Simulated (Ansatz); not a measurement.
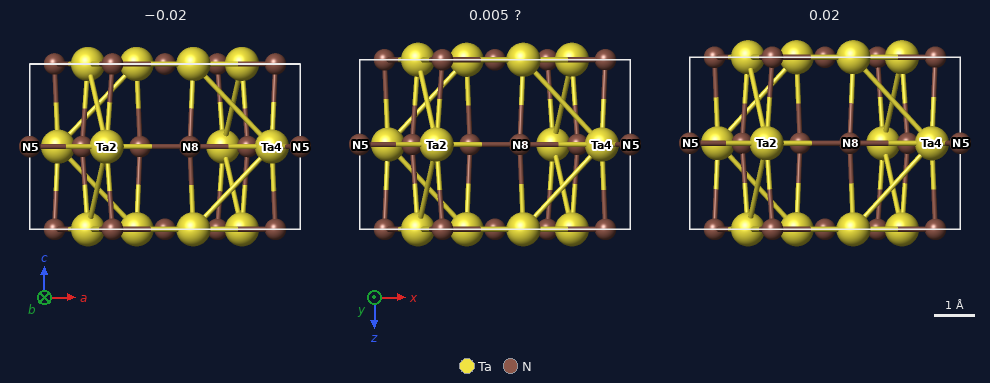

Energy scan for a crystal of Ta4N5 (I4/m), in which the cell is strained along z alone, with the atoms kept at their fractional coordinates. x, y and z are the Cartesian axes of the input. The picture is a ball-and-stick view of the conventional cell (2 times the calculation's cell), seen along the b axis. Lengths and directions refer to the drawn axes.

Theory: DFT PBEsol, scalar-relativistic, plane waves, PAW in Ansatz. Settings: plane-wave cutoff 420 eV; k-point mesh 12 × 12 × 12; occupations gaussian; smearing width 0.15 eV; no spin polarisation. Energies (free energies at the smearing named) are counted from the relaxed crystal.

```tsv
strain	E − E(ref) (meV/atom)
−0.0200	12.6
−0.0150	7.1
−0.0100	3.2
−0.0050	0.9
0.0000	0.0
0.0050	?
0.0100	2.4
0.0150	5.5
0.0175	7.5
0.0200	9.8
```

Q: One row is withheld. What is its energy?

A: A straight line between the two neighbours gives 1.2 meV/atom. A cubic through the four nearest rows (−0.0050, 0.0000, 0.0100, 0.0150) gives, with Lagrange weights, (−0.1667)(0.9) + (0.6667)(0.0) + (0.6667)(2.4) + (−0.1667)(5.5) = 0.5 meV/atom. The calculation gives 0.5 meV/atom, so the cubic is right to the digits shown and the straight line 0.7 meV/atom too high, as the curve bends upwards here.

The whole profile:

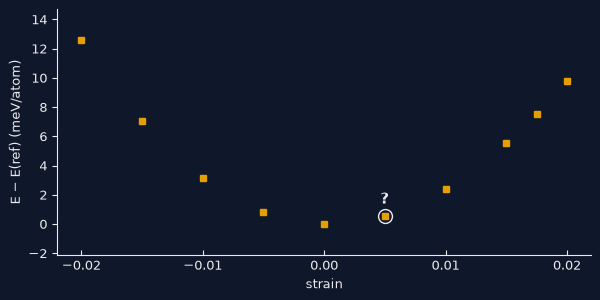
